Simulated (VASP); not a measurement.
# CaO (Lime): structure and properties in VASP, part 5 of 6

Aim: relax CaO (Lime), then compute properties on the relaxed cell. The start is a cell from a database of measured crystal structures.

VASP 6.6.1; r2SCAN with rVV10; plane waves and PAW (Ca_sv, O).

So far, gap on the k-mesh (eV): step 2 (full relaxation (r2SCAN + rVV10)) 4.15; step 4 (single point with fields (r2SCAN + rVV10)) 4.15; step 6 (density of states (r2SCAN + rVV10)) 4.15; step 7 (volume scan with r2SCAN + rVV10) 4.12; step 8 (volume scan with r2SCAN + rVV10 (run 2)) 4.13.

## Step 12: Volume scan with r2SCAN + rVV10 (run 6)

File INCAR:

```
SYSTEM = CaO
PREC = Accurate
ENCUT = 520
EDIFF = 1E-06
NELM = 100
ISMEAR = 0
SIGMA = 0.05
LREAL = .FALSE.
ALGO = Normal
METAGGA = R2SCAN
LUSE_VDW = .TRUE.
IVDW_NL = 2
BPARAM = 11.95
CPARAM = 0.0093
LASPH = .TRUE.
NBANDS = 14
LORBIT = 11
LWAVE = .FALSE.
LCHARG = .FALSE.
KPAR = 2
ISIF = 2
```

File POSCAR:

```
CaO
1.0
    0.0000000000      2.4285618779      2.4285618779
    2.4285618779      0.0000000000      2.4285618779
    2.4285618779      2.4285618779      0.0000000000
Ca O
1 1
Direct
    0.0000000000      0.0000000000      0.0000000000
    0.5000000000      0.5000000000      0.5000000000
```

File KPOINTS:

```
Automatic mesh
0
Gamma
10 10 10
0 0 0
```

Potentials, in the order of the species: Ca_sv and O (PBE family, release 64).

Started as:

```sh
$ mpirun -np 2 vasp_std
```

The log of the run:

```text
[... set-up lines as in an earlier step ...]
 entering main loop
       N       E                     dE             d eps       ncg     rms          rms(c)
Total rVV10 correction in eV:      0.3731033    16.0032792
Total rVV10 correction in eV:      0.3731033    16.0032792
DAV:   1     0.120715837788E+03    0.12072E+03   -0.85477E+03  1316   0.119E+03
DAV:   2    -0.188004410483E+02   -0.13952E+03   -0.13122E+03  1646   0.315E+02
DAV:   3    -0.246029877925E+02   -0.58025E+01   -0.57547E+01  1576   0.662E+01
DAV:   4    -0.248126557934E+02   -0.20967E+00   -0.20940E+00  1932   0.109E+01
DAV:   5    -0.248142999752E+02   -0.16442E-02   -0.16441E-02  1580   0.104E+00    0.761E+00
Total rVV10 correction in eV:      0.3987386    16.0032794
Total rVV10 correction in eV:      0.3987386    16.0032794
DAV:   6    -0.188820328217E+02    0.59323E+01   -0.37697E+00  1676   0.246E+01    0.264E+00
Total rVV10 correction in eV:      0.4084358    16.0032794
Total rVV10 correction in eV:      0.4084358    16.0032794
DAV:   7    -0.190206677385E+02   -0.13863E+00   -0.55905E-01  1334   0.543E+00    0.198E+00
[...]
Total rVV10 correction in eV:      0.4241487    16.0032794
Total rVV10 correction in eV:      0.4241487    16.0032794
DAV:  10    -0.190211976171E+02    0.40442E-03   -0.56257E-03  1416   0.696E-01    0.797E-02
Total rVV10 correction in eV:      0.4240990    16.0032794
Total rVV10 correction in eV:      0.4240990    16.0032794
DAV:  11    -0.190213686073E+02   -0.17099E-03   -0.90529E-04  1406   0.252E-01    0.510E-02
Total rVV10 correction in eV:      0.4245284    16.0032794
Total rVV10 correction in eV:      0.4245284    16.0032794
DAV:  12    -0.190212977174E+02    0.70890E-04   -0.23526E-04  1550   0.133E-01    0.122E-02
Total rVV10 correction in eV:      0.4245548    16.0032794
Total rVV10 correction in eV:      0.4245548    16.0032794
DAV:  13    -0.190213009198E+02   -0.32024E-05   -0.15362E-05  1538   0.403E-02    0.908E-03
Total rVV10 correction in eV:      0.4245720    16.0032794
Total rVV10 correction in eV:      0.4245720    16.0032794
DAV:  14    -0.190213008505E+02    0.69323E-07   -0.45248E-07   746   0.685E-03
Total rVV10 correction in eV:      0.4245357    16.0032794
Total rVV10 correction in eV:      0.4245357    16.0032794
Total rVV10 correction in eV:      0.4245659    16.0032794
Total rVV10 correction in eV:      0.4245659    16.0032794
   1 F= -.19021301E+02 E0= -.19021301E+02  d E =-.104496E-13
```

Wall time 2.9 min (2 MPI ranks of AMD EPYC 7R43, shared host); peak memory 0.47 GiB; 5.5 min of CPU time.

From OUTCAR (step 12):

```text
  Total       -0.7783308     -0.7783308     -0.7783308      0.0000000     -0.0000000      0.0000000
  in kB      -43.5308624    -43.5308624    -43.5308624      0.0000000     -0.0000000      0.0000000
  external PRESSURE =     -43.5308624 kB  Pullay stress =       0.0000000 kB

 POSITION                                       TOTAL-FORCE (eV/Angst)
 -----------------------------------------------------------------------------------
      0.00000      0.00000      0.00000         0.000000      0.000000      0.000000
      2.42856      2.42856      2.42856        -0.000000     -0.000000     -0.000000
 -----------------------------------------------------------------------------------
    total drift:                                0.000000      0.000000      0.000000

  FREE ENERGIE OF THE ION-ELECTRON SYSTEM (eV)
  ---------------------------------------------------
  free  energy   TOTEN  =       -19.0213008505 eV

  energy  without entropy=      -19.0213008505  energy(sigma->0) =      -19.02130085

[... 1 part as in an earlier step ...]

[... 2 further parts left out ...]
[key lines of the parts left out:]
E-fermi :   2.0625
```

The pressure falls from -2.30 to -4.35 GPa.

The run ends at a pressure of -4.35 GPa.

## Step 13: Volume scan with r2SCAN + rVV10 (run 7)

A prediction first. A parabola through the 6 pressures of evenly scaled cells so far, P = -0.03 -120.7 t +274 t² GPa with t = ln(V/V₁) and V₁ the volume at scale 1, gives -6.13 GPa at t = +0.0583.

INCAR is that of step 12.

File POSCAR:

```
CaO
1.0
    0.0000000000      2.4440308419      2.4440308419
    2.4440308419      0.0000000000      2.4440308419
    2.4440308419      2.4440308419      0.0000000000
Ca O
1 1
Direct
    0.0000000000      0.0000000000      0.0000000000
    0.5000000000      0.5000000000      0.5000000000
```

KPOINTS is that of step 12.

Started as:

```sh
$ mpirun -np 2 vasp_std
```

The log of the run:

```text
[... set-up lines as in an earlier step ...]
 entering main loop
       N       E                     dE             d eps       ncg     rms          rms(c)
Total rVV10 correction in eV:      0.3765514    16.0032792
Total rVV10 correction in eV:      0.3765514    16.0032792
DAV:   1     0.121548248913E+03    0.12155E+03   -0.85655E+03  1324   0.118E+03
DAV:   2    -0.183085866710E+02   -0.13986E+03   -0.13051E+03  1586   0.312E+02
DAV:   3    -0.245515995949E+02   -0.62430E+01   -0.61871E+01  1598   0.686E+01
DAV:   4    -0.247881907998E+02   -0.23659E+00   -0.23635E+00  1880   0.115E+01
DAV:   5    -0.247902015282E+02   -0.20107E-02   -0.20093E-02  1540   0.114E+00    0.761E+00
Total rVV10 correction in eV:      0.4022831    16.0032797
Total rVV10 correction in eV:      0.4022831    16.0032797
DAV:   6    -0.188590194037E+02    0.59312E+01   -0.38066E+00  1682   0.246E+01    0.266E+00
Total rVV10 correction in eV:      0.4118064    16.0032797
Total rVV10 correction in eV:      0.4118064    16.0032797
DAV:   7    -0.190024245201E+02   -0.14341E+00   -0.56080E-01  1334   0.538E+00    0.199E+00
[...]
Total rVV10 correction in eV:      0.4275887    16.0032797
Total rVV10 correction in eV:      0.4275887    16.0032797
DAV:  10    -0.190039141554E+02    0.41399E-03   -0.56799E-03  1416   0.693E-01    0.796E-02
Total rVV10 correction in eV:      0.4275450    16.0032797
Total rVV10 correction in eV:      0.4275450    16.0032797
DAV:  11    -0.190040860647E+02   -0.17191E-03   -0.90165E-04  1382   0.249E-01    0.497E-02
Total rVV10 correction in eV:      0.4279651    16.0032797
Total rVV10 correction in eV:      0.4279651    16.0032797
DAV:  12    -0.190040192644E+02    0.66800E-04   -0.23305E-04  1568   0.130E-01    0.129E-02
Total rVV10 correction in eV:      0.4279893    16.0032797
Total rVV10 correction in eV:      0.4279893    16.0032797
DAV:  13    -0.190040222357E+02   -0.29712E-05   -0.14734E-05  1524   0.399E-02    0.925E-03
Total rVV10 correction in eV:      0.4280068    16.0032797
Total rVV10 correction in eV:      0.4280068    16.0032797
DAV:  14    -0.190040220588E+02    0.17693E-06   -0.51636E-07   772   0.722E-03
Total rVV10 correction in eV:      0.4279704    16.0032797
Total rVV10 correction in eV:      0.4279704    16.0032797
Total rVV10 correction in eV:      0.4280011    16.0032797
Total rVV10 correction in eV:      0.4280011    16.0032797
   1 F= -.19004022E+02 E0= -.19004022E+02  d E =-.410461E-15
```

Wall time 3 min (2 MPI ranks); peak memory 0.48 GiB; 5.8 min of CPU time.

From OUTCAR (step 13):

```text
  Total       -1.1287960     -1.1287960     -1.1287960      0.0000000      0.0000000      0.0000000
  in kB      -61.9406864    -61.9406864    -61.9406864      0.0000000      0.0000000      0.0000000
  external PRESSURE =     -61.9406864 kB  Pullay stress =       0.0000000 kB

 POSITION                                       TOTAL-FORCE (eV/Angst)
 -----------------------------------------------------------------------------------
      0.00000      0.00000      0.00000         0.000000      0.000000      0.000000
      2.44403      2.44403      2.44403        -0.000000     -0.000000     -0.000000
 -----------------------------------------------------------------------------------
    total drift:                                0.000000      0.000000      0.000000

  FREE ENERGIE OF THE ION-ELECTRON SYSTEM (eV)
  ---------------------------------------------------
  free  energy   TOTEN  =       -19.0040220588 eV

  energy  without entropy=      -19.0040220588  energy(sigma->0) =      -19.00402206

[... 1 part as in an earlier step ...]

[... 2 further parts left out ...]
[key lines of the parts left out:]
E-fermi :   1.9773
```

The pressure falls from -4.35 to -6.19 GPa. The parabola predicted -6.13 GPa, +0.06 GPa off.

## Step 14: The series together

Times are for 2 MPI ranks of AMD EPYC 7R43, shared host. The runs compared:

| no. | volume scale | energy above the lowest point (meV/atom) | pressure (GPa) | gap on the k-mesh (eV) | time | memory (GiB) |
| --- | --- | --- | --- | --- | --- | --- |
| 1 | 0.94 | 22.11 | 8.493 | 4.121 | 2.4 min | 0.47 |
| 2 | 0.96 | 9.77 | 5.338 | 4.133 | 2.9 min | 0.47 |
| 3 | 0.98 | 2.57 | 2.511 | 4.143 | 2.9 min | 0.47 |
| 4 | 1 | 0 | -0.02472 | 4.151 | 3 min | 0.47 |
| 5 | 1.02 | 1.55 | -2.303 | 4.156 | 3 min | 0.46 |
| 6 | 1.04 | 6.83 | -4.353 | 4.159 | 2.9 min | 0.47 |
| 7 | 1.06 | 15.47 | -6.194 | 4.161 | 3 min | 0.48 |

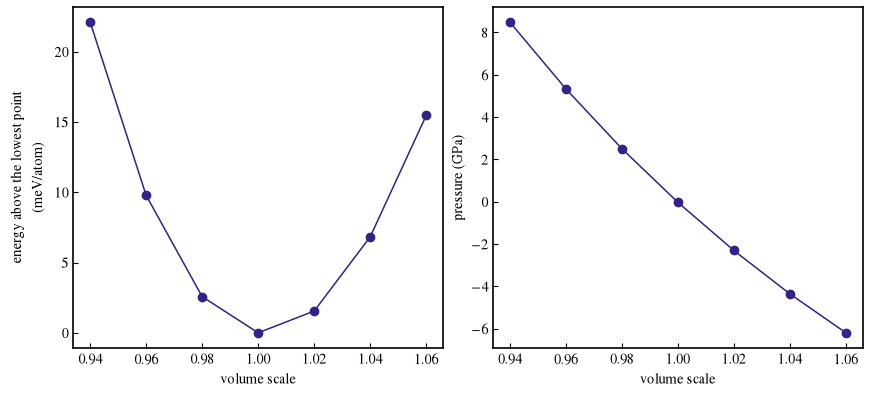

The series as plots.

## Step 15: Fit for r2SCAN + rVV10

This step: Birch-Murnaghan fit, r2SCAN with rVV10; plane waves and PAW (VASP 6.6.1).

Derived from the runs above.

Numbers from this step:

```yaml
pressure_derivative_of_the_bulk_modulus: 4.344
r_m_s_error_of_the_fit: 4.09e-6 eV/atom
minimum_inside_the_sampled_range: yes
bulk_modulus: 119.3 GPa
equilibrium_volume_of_the_fit: 13.80 Å³/atom
```

The energy above the fitted minimum by volume:

| volume (Å³/atom) | energy above the fitted minimum (eV/atom) |
| --- | --- |
| 12.946 | 0.0221 |
| 13.222 | 0.00981 |
| 13.497 | 0.00261 |
| 13.773 | 3.2e-5 |
| 14.048 | 0.00158 |
| 14.323 | 0.00687 |
| 14.599 | 0.0155 |

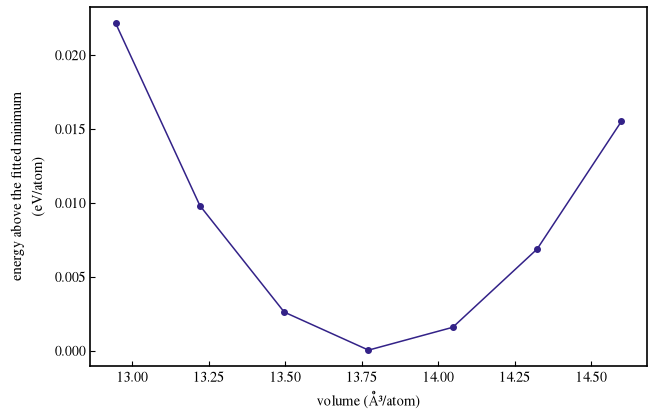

Energy above the fitted minimum against volume.

The fitted volume lies +0.21 % from the relaxed one. At a finite cutoff and mesh the minimum of the energy and the zero of the stress don't quite coincide, and the relaxation stops at a threshold.

(Part 5 of 6 ends here.)

[Lines on the potential files, build, host, timing and source positions are cut from VASP's logs without a mark.]

[Logs are printed without paths, hosts, clocks, repeated set-up lines and the standing remarks that a program may print on its own settings, such as how far it seeks lower states.]

[Hosts, paths, dates, database ids (printed as entryN), source tags and the programs' standing remarks are cut or masked in the printed files.]

[A measured line is paired with the nearest computed mode of its activity, which favours agreement.]
